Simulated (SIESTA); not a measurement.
**A series of single points on Li**

System: Li (Im-3m, 1 atom in the cell).
Method: Kohn-Sham DFT of a periodic cell, PBE, PseudoDojo 0.4 standard, converted to PSML, no spin polarisation (SIESTA 5.4.2).

The 7 runs differ only in the geometry, by an even scaling of the cell at fixed fractional positions. The structure derives from an entry of the Crystallography Open Database.

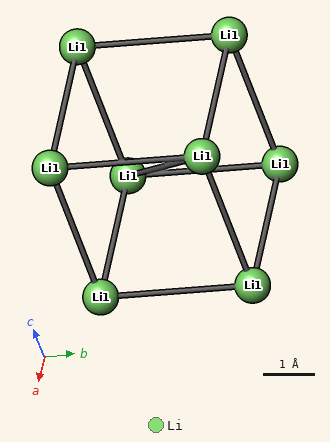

Figure 1. The structure of run 4 (ball-and-stick view of the cell of the calculation, seen at an oblique angle; atoms are numbered from 1 in the order of the input).

**Input of run 4**
```
SystemName                      Lithium
SystemLabel                     Li
NumberOfSpecies                 1
NumberOfAtoms                   1
%block ChemicalSpeciesLabel
  1   3 Li
%endblock ChemicalSpeciesLabel

LatticeConstant                 1.0 Ang
%block LatticeVectors
    -1.7546500000     1.7546500000     1.7546500000
     1.7546500000    -1.7546500000     1.7546500000
     1.7546500000     1.7546500000    -1.7546500000
%endblock LatticeVectors
AtomicCoordinatesFormat         Fractional
%block AtomicCoordinatesAndAtomicSpecies
     0.0000000000     0.0000000000     0.0000000000  1  Li
%endblock AtomicCoordinatesAndAtomicSpecies

%block kgrid.MonkhorstPack
   11   0   0  0.0
    0  11   0  0.0
    0   0  11  0.0
%endblock kgrid.MonkhorstPack
XC.Functional                   GGA
XC.Authors                      PBE
PAO.BasisSize                   DZP
PAO.EnergyShift                 0.002 Ry
Mesh.Cutoff                     800 Ry
OccupationFunction              FD
ElectronicTemperature           0.05 eV
MaxSCFIterations                120
SCF.MustConverge                false
SCF.Mixer.Method                Pulay
SCF.Mixer.Weight                0.25
SCF.Mixer.History               8
SCF.DM.Tolerance                5.0e-05
SCF.H.Tolerance                 1.0e-03 eV
WriteForces                     true
Charge.Mulliken                 end
Charge.Hirshfeld                end
Charge.Voronoi                  end
SaveRho                         true
SaveElectrostaticPotential      true
%block PAO.PolarizationScheme
  Li non-perturbative
%endblock PAO.PolarizationScheme
%block PAO.Basis
  Li 3
  n=1 0 1
    2.890
  n=2 0 2
    9.500 0.000
  n=2 1 1
    9.500
%endblock PAO.Basis
```

Command:
```bash
siesta < Li.fdf > Li.out 2>&1
```

Lattice vectors (Å) and fractional positions of run 4:
```
  -1.754650    1.754650    1.754650
   1.754650   -1.754650    1.754650
   1.754650    1.754650   -1.754650
Li  0.000000  0.000000  0.000000
```

Run 2 has the same physical settings and fractional positions; its lattice vectors (Å) are:
```
  -1.730936    1.730936    1.730936
   1.730936   -1.730936    1.730936
   1.730936    1.730936   -1.730936
```

**Results, with one run withheld**

```csv
run,volume per atom (Å³),"free energy per atom, from the lowest run given (meV)",pressure (GPa)
1,20.312,0.08,0.37
2,20.744,?,?
3,21.177,0.00,−0.32
4,21.609,1.24,−0.60
5,22.041,3.24,−0.87
6,22.473,5.92,−1.11
7,22.905,9.23,−1.33
```

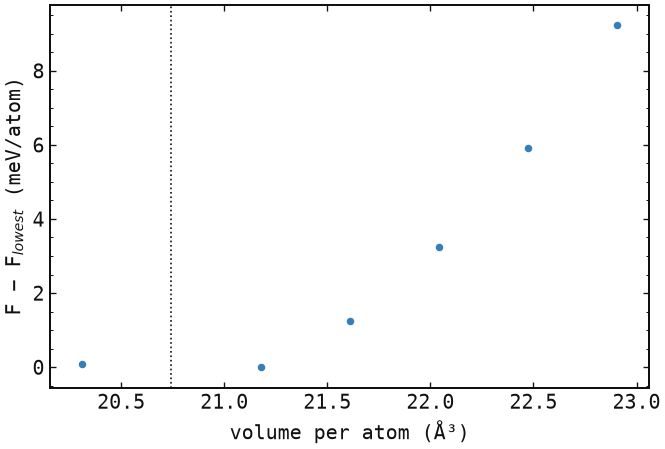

Figure 2. Free energy per atom of the runs given; the dotted line marks run 2.

Fit the runs given and predict run 2.

A cubic polynomial in V^(−2/3) (the Birch–Murnaghan form), fitted to the 6 runs given, misses them by under 0.01 meV per atom. With x = V^(−2/3) − 0.12844 Å⁻², it reads F = 1.7045 − 1074.7 x + 1.3716e+05 x² − 2.5205e+05 x³ (meV per atom). At run 2 it gives −0.42 meV per atom, and the run itself gives −0.42. The slope of the fit gives a pressure −dF/dV of 0.01 GPa there, and the run prints 0.01 GPa. The fit has its minimum at 20.757 Å³ per atom, where V d²F/dV² gives 16.1 GPa: the bulk modulus at this level, since symmetry fixes the shape and the positions.

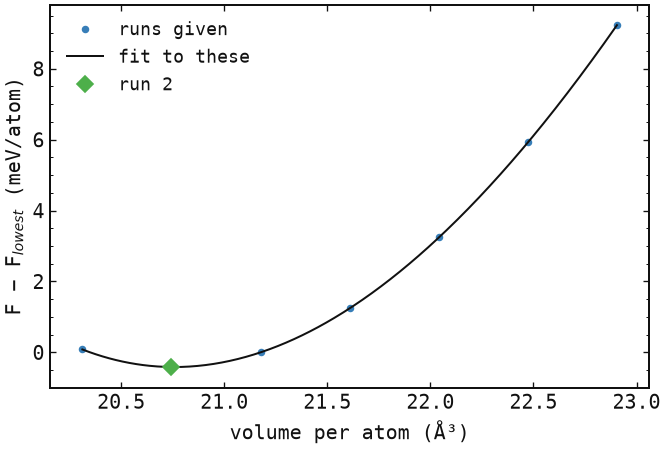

Figure 3. The fit and the withheld run.

**Some lines of the output (run 2)**
```
[...]
outcell: Cell volume (Ang**3)        :     20.7445
stepf: Fermi-Dirac step function
siesta: Etot    =      -195.979631
siesta: FreeEng =      -195.983084
        iscf     Eharris(eV)        E_KS(eV)     FreeEng(eV)     dDmax    Ef(eV) dHmax(eV)
siesta: E_KS(eV) =             -195.9797
siesta: E_KS - E_eggbox =      -195.9797
siesta: Etot    =      -195.979674
siesta: FreeEng =      -195.983115
siesta:         Fermi =      -6.333803
siesta: Cell volume =         20.744488 Ang**3
    Orbital volume contribution        =           1.621125 eV
```

Notes: Points of doubt noted for this run: mulliken charges of long orbitals. With a small basis of atomic orbitals these values can differ much from converged plane-wave results.
